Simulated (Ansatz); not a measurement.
## Two runs on MoSe

System: MoSe (2 atoms in the cell).
Method of run A: DFT PBE+U, scalar-relativistic, plane waves, PAW, Ueff = 4.38 eV on Mo d, spin-polarised (Ansatz 0.2.0).

The structure was built on a prototype by a generator; it need not be a known phase. Text and figures count atoms from 1; the logs count them from 0 in places.

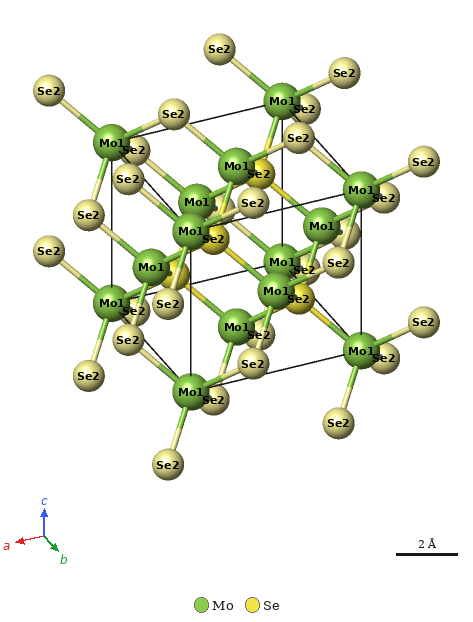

Figure 1. The input geometry (ball-and-stick view of the cell 4 times as large as that of the calculation, set on its symmetry axes, seen at an oblique angle; neighbours outside the cell are drawn fainter; atoms are numbered from 1 in the order of the input). An atom can appear more than once, as a periodic image.

### Input file, run A
```yaml
crystal:
  lattice:
    - [0.0, 3.1234514948, 3.1234514948]
    - [3.1234514948, 0.0, 3.1234514948]
    - [3.1234514948, 3.1234514948, 0.0]
  atoms:
    - { symbol: Mo, position: [0.0, 0.0, 0.0], spin: 2.0 }
    - { symbol: Se, position: [0.25, 0.25, 0.25] }
basis:
  ecutwfc: 420
kpoints:
  mp_grid: { grid: [12, 12, 12] }
hamiltonian:
  xc: pbe
  hubbard: { sites: [{ species: Mo, l: d, u_eff: 4.38 }] }
scf:
  occupations: { method: gaussian, width: 0.1 }
output:
  forces: true
  stress: true
  eigenvalues: true
  populations: true
magnetization:
  spin_polarized: true
relax:
  adjacent_minimum: "off"
  f_tol: 0.01
  max_steps: 60
  cell: { stress_tol: 0.05 }
```

Command:
```bash
ansatz run input.yaml --threads 1 --pin off --max-ram 2560MiB --backend cpu --events-out ev --progress --plain --runs-dir out
```

Hardware: 1 thread of Intel Xeon @ 2.90GHz (Ice Lake), 16 GiB of memory available, shared host.

### Output, shortened to warnings, some set-up lines, iterations and results (run A)
```
Basis set: ecut = 420 eV, 1243 PW (Γ), exchange–correlation on 60×60×60 points (8 copies of the dense FFT grid, shifted against one another)
Symmetry: 24 space group operations
k-points: 72 of 1728 (time reversal used)
Initial density: superposition of atomic densities (chi_scale 0.1, normalization cell)
[...]
SCF iter   1: F=—  HF=-10419.947243 eV  |F-HF|=—  |Δ(HF+E_count)|=         —  Δρ=5.20e-2 (↑2.48e-2 ↓5.20e-2)  dr2=1.95e0  dr2_m=7.00e-1  M=3.880 μB ∫|m|=3.937 μB  β_m=1.00  …
SCF iter   2: F=—  HF=-10420.758905 eV  |F-HF|=—  |Δ(HF+E_count)|=   8.12e-1  Δρ=1.86e-2 (↑8.19e-3 ↓1.86e-2)  dr2=7.06e-1  dr2_m=3.09e-2  M=4.000 μB ∫|m|=4.289 μB  β_m=1.00  …
SCF iter   3: F=—  HF=-10420.947087 eV  |F-HF|=—  |Δ(HF+E_count)|=   1.88e-1  Δρ=7.27e-3 (↑7.27e-3 ↓6.91e-3)  dr2=6.57e-2  dr2_m=1.39e-2  M=4.000 μB ∫|m|=4.466 μB  β_m=1.00  …
SCF iter   4: F=—  HF=-10421.125487 eV  |F-HF|=—  |Δ(HF+E_count)|=   1.78e-1  Δρ=4.27e-3 (↑4.27e-3 ↓1.99e-3)  dr2=2.38e-2  dr2_m=2.18e-3  M=4.000 μB ∫|m|=4.555 μB  β_m=1.00  …
SCF iter   5: F=—  HF=-10421.223250 eV  |F-HF|=—  |Δ(HF+E_count)|=   9.78e-2  Δρ=1.71e-3 (↑1.71e-3 ↓9.38e-4)  dr2=5.08e-3  dr2_m=3.11e-4  M=4.000 μB ∫|m|=4.590 μB  β_m=0.30  …
[... 11 lines ...]
SCF iter   2: F=—  HF=-10421.335455 eV  |F-HF|=—  |Δ(HF+E_count)|=   1.96e-7  Δρ=3.41e-7 (↑3.41e-7 ↓3.28e-7)  dr2=3.48e-10  dr2_m=7.82e-12  M=4.000 μB ∫|m|=4.676 μB  β_m=0.48 …
SCF iter   3: F=—  HF=-10421.335455 eV  |F-HF|=—  |Δ(HF+E_count)|=  2.80e-10  Δρ=2.33e-7 (↑2.33e-7 ↓2.26e-7)  dr2=1.86e-10  dr2_m=3.02e-12  M=4.000 μB ∫|m|=4.676 μB  β_m=0.74 …
SCF iter   4: F=-10421.335455 eV  HF=-10421.335455 eV  |F-HF|=2.18e-11  |Δ(HF+E_count)|=  2.40e-10  Δρ=8.01e-8 (↑8.01e-8 ↓6.07e-8)  dr2=1.58e-11  dr2_m=5.41e-13  M=4.000 μB …
SCF 2 converged in 4 iterations: F = -10421.335455 eV  dr2 = 1.58e-11
relax step   2: F+E_penalty+E_count = -10421.33545539 eV  Δ(F+E_penalty+E_count) = -1.328e-10 eV  max|allowed force component| = 7.517e-17 eV/Å  Δτ_max = 0.0000 Å  P = -0.044 …
basis re-selected at this cell: Δ(F+E_penalty+E_count) = -1.328e-10 eV, ΔP = +0.000 GPa vs the last step (what re-selecting the basis moved, of the pressure what is left beyond the Pulay correction that the steps carried, after the strain that the cell walked since its last selection, with what the …
SCF converged after 4 iterations
Magnetization: 4.0000 μB (17.0000 up, 13.0000 down)
Absolute magnetization: 4.6554 μB (∫|ρ↑−ρ↓|, with the PAW one-centre terms)
Spin contamination: 0.2360 ħ² per cell (⟨S²⟩ above its minimum at these occupations)
Per-site moments (μB) at R_I (Å): [(3.1957026978301437, 1.1158076910689274), (-0.28686978444628486, 1.1158076910689274)]
Free energy (F): -10421.335455 eV
Harris-Foulkes:  -10421.335455 eV  (|F-HF|=2.18e-11)
Internal energy: -10421.330265 eV  (E = F + TS)
E sigma→0 (E₀):  -10421.332860 eV
Entropy (-TS):   -0.005190 eV (-2.595 meV/atom)
Fermi energy:    7.581934 eV
--- Per-component energies (eV) ---
  E_band       = -632.587506
  E_kinetic    = 558.701907
  E_local      = -4178.713304  (includes V_loc(G=0)·N_el)
  E_nonlocal   = -446.852746
  E_hartree    = 1847.012715
  E_xc         = -285.162552
  E_vxc        = -323.649689  (∫ρ·V_xc dr)
  E_hubbard    = 1.541457  (on-site DFT+U / exact-exchange correction)
  E_vhub       = -7.595133  (the Hubbard potential's part of the band-sum identity)
  E_paw        = -5115.305457  (= ΣΔE_a)
  E_vpaw       = 71.496498  (= ΣTr[D̂ρ^β])
  E_aug_tail   = -0.000558  (compensation charges beyond the density's cutoff)
  E_ewald      = -2802.551728
  E_smearing   = -0.005190  (= −TS)
  E_closure    = 0.000000  (closes the sum)
  Σ components = -10421.335455   (vs F -10421.335455, Δ=0.00e0)
--- Forces (eV/Å), atoms counted from 1 ---
  atom   1  Mo     0.00000000    -0.00000000     0.00000000
  atom   2  Se    -0.00000000     0.00000000    -0.00000000
  max |Σ_I F_I| component: 9.02e-17 eV/Å
--- Stress (GPa, compression-positive) ---
       -0.044238      -0.000000      -0.000000
        0.000000      -0.044238      -0.000000
        0.000000      -0.000000      -0.044238
  P = ⅓ Tr σ = -0.0442 GPa (-0.442 kbar)
Occupation matrices written to [file]
--- Relaxed structure (1 steps of the walk, 1 accepted, 1 SCFs on fresh bases) ---
[...]
```

For run B the input was changed thus:
```diff
-    - { symbol: Mo, position: [0.0, 0.0, 0.0], spin: 2.0 }
+    - { symbol: Mo, position: [0.0, 0.0, 0.0] }
-  populations: true
-magnetization:
-  spin_polarized: true
```

Predict how the results change.

With the same functional and potentials, run B lies 772.2 meV per atom higher. A gap of 1.00 eV opens on the mesh, where run A has none. The volume per atom goes from 30.47 to 26.99 Å³. The SCF takes 37 iterations over all geometry steps against 17. On the same kind of shared host run B took about 1.6 times as long.

### Output, shortened to warnings, some set-up lines, iterations and results (run B)
```
Basis set: ecut = 420 eV, 1243 PW (Γ), exchange–correlation on 60×60×60 points (8 copies of the dense FFT grid, shifted against one another)
Symmetry: 24 space group operations
k-points: 72 of 1728 (time reversal used)
Initial density: superposition of atomic densities (chi_scale 0.1, normalization cell, long waves kept (reshape's long-wave potential 0.00 eV rms))
[...]
SCF iter   1: F=—  HF=-10417.696806 eV  |F-HF|=—  |Δ(HF+E_count)|=         —  Δρ=3.38e-2  dr2=5.33e-1  ethr=1.76e-3  ⟨swp⟩=1.0  Hψ=7623  notcnv=0
SCF iter   2: F=—  HF=-10418.217007 eV  |F-HF|=—  |Δ(HF+E_count)|=   5.20e-1  Δρ=4.35e-2  dr2=4.17e-1  ethr=1.76e-3  ⟨swp⟩=2.2  Hψ=1731  notcnv=0
SCF iter   3: F=—  HF=-10418.997634 eV  |F-HF|=—  |Δ(HF+E_count)|=   7.81e-1  Δρ=4.41e-2  dr2=3.75e-1  ethr=1.39e-3  ⟨swp⟩=2.0  Hψ=2215  notcnv=0
SCF iter   4: F=—  HF=-10419.238974 eV  |F-HF|=—  |Δ(HF+E_count)|=   2.41e-1  Δρ=3.47e-2  dr2=2.34e-1  ethr=1.25e-3  ⟨swp⟩=2.0  Hψ=1834  notcnv=0
SCF iter   5: F=—  HF=-10419.580663 eV  |F-HF|=—  |Δ(HF+E_count)|=   3.42e-1  Δρ=2.40e-2  dr2=1.49e-1  ethr=7.80e-4  ⟨swp⟩=2.2  Hψ=2161  notcnv=0
[... 37 lines ...]
SCF iter   5: F=—  HF=-10419.790961 eV  |F-HF|=—  |Δ(HF+E_count)|=  1.09e-10  Δρ=1.87e-6  dr2=1.39e-9  ethr=3.40e-11  ⟨swp⟩=2.3  Hψ=1979  notcnv=0
SCF iter   6: F=—  HF=-10419.790961 eV  |F-HF|=—  |Δ(HF+E_count)|=  1.20e-10  Δρ=4.53e-7  dr2=3.03e-11  ethr=4.62e-12  ⟨swp⟩=2.2  Hψ=1825  notcnv=0
SCF iter   7: F=-10419.790961 eV  HF=-10419.790961 eV  |F-HF|=1.82e-12  |Δ(HF+E_count)|=  5.28e-11  Δρ=1.03e-7  dr2=2.68e-12  ethr=1.00e-12  ⟨swp⟩=5.0  Hψ=5618  notcnv=0
SCF 5 converged in 7 iterations: F = -10419.790961 eV  dr2 = 2.68e-12
relax step   5: F+E_penalty+E_count = -10419.79096146 eV  Δ(F+E_penalty+E_count) = +8.495e-4 eV  max|allowed force component| = 3.123e-17 eV/Å  Δτ_max = 0.0000 Å  P = -0.014 …
basis re-selected at this cell: Δ(F+E_penalty+E_count) = +8.495e-4 eV, ΔP = -0.004 GPa vs the last step (what re-selecting the basis moved, of the pressure what is left beyond the Pulay correction that the steps carried, after the strain that the cell walked since its last selection, with what the …
SCF converged after 7 iterations
Free energy (F): -10419.790961 eV
Harris-Foulkes:  -10419.790961 eV  (|F-HF|=1.82e-12)
Internal energy: -10419.790961 eV  (E = F + TS)
E sigma→0 (E₀):  -10419.790961 eV
Fermi energy:    8.954076 eV
--- Per-component energies (eV) ---
  E_band       = -585.656686
  E_kinetic    = 559.418774
  E_local      = -3991.083851  (includes V_loc(G=0)·N_el)
  E_nonlocal   = -448.515301
  E_hartree    = 1775.666978
  E_xc         = -285.216259
  E_vxc        = -323.688591  (∫ρ·V_xc dr)
  E_hubbard    = 2.447222  (on-site DFT+U / exact-exchange correction)
  E_vhub       = -6.231028  (the Hubbard potential's part of the band-sum identity)
  E_paw        = -5114.242011  (= ΣΔE_a)
  E_vpaw       = 73.109882  (= ΣTr[D̂ρ^β])
  E_aug_tail   = -0.000533  (compensation charges beyond the density's cutoff)
  E_ewald      = -2918.265982
  E_smearing   = -0.000000  (= −TS)
  E_closure    = 0.000000  (closes the sum)
  Σ components = -10419.790961   (vs F -10419.790961, Δ=0.00e0)
--- Forces (eV/Å), atoms counted from 1 ---
  atom   1  Mo     0.00000000    -0.00000000    -0.00000000
  atom   2  Se     0.00000000     0.00000000     0.00000000
  max |Σ_I F_I| component: 4.86e-17 eV/Å
--- Stress (GPa, compression-positive) ---
       -0.013957       0.000000       0.000000
        0.000000      -0.013957       0.000000
        0.000000       0.000000      -0.013957
  P = ⅓ Tr σ = -0.0140 GPa (-0.140 kbar)
Occupation matrices written to [file]
--- Relaxed structure (4 steps of the walk, 4 accepted, 1 SCFs on fresh bases) ---
  F+E_penalty+E_count = -10419.79096146 eV   max|allowed force component| = 3.123e-17 eV/Å   (the final SCF, on the basis selected at the relaxed cell)
  cell:  # Å, volume = 53.9785 Å³
    - [-1.0509204817847153e-33, 2.9996012826405782, 2.9996012826405782]
    - [2.9996012826405782, 3.292884176258775e-33, 2.9996012826405782]
    - [2.9996012826405782, 2.9996012826405782, 3.4011608319578064e-33]
  atoms:
[...]
```

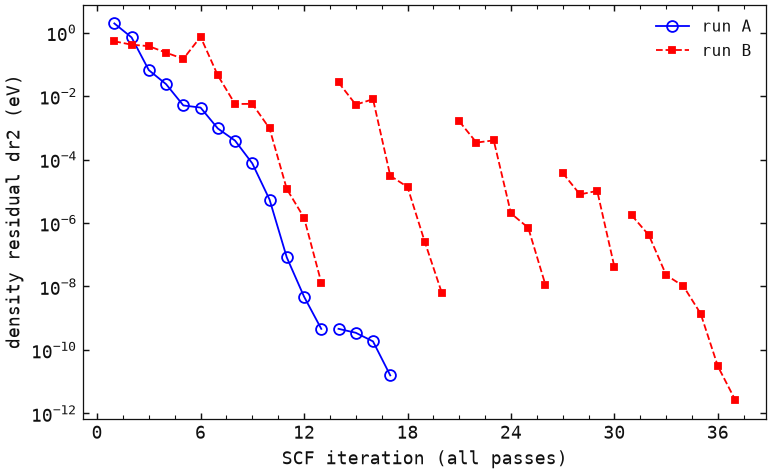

Figure 2. Convergence of the two runs: density residual dr2 against the SCF iteration. A break in a curve parts two SCF passes. Run A takes 17 iterations in all, and run B takes 37.

### The two runs side by side

```csv
quantity,run A,run B
outcome,converged,converged
free energy per atom (eV),−5210.6677,−5209.8955
"energy per atom, smearing taken to zero (eV)",−5210.6664,−5209.8955
gap on the mesh (eV),0.00,1.00
net moment of the cell (μB),4.00,–
absolute moment of the cell (μB),4.66,–
pressure (GPa),−0.04,−0.01
volume per atom (Å³),30.47,26.99
largest force (eV/Å),0.000,0.000
SCF iterations,17,37
irreducible k-points,72,72
wall time (shared host),33 s,53 s
```

For run A: The electronic state found may not be the lowest one.
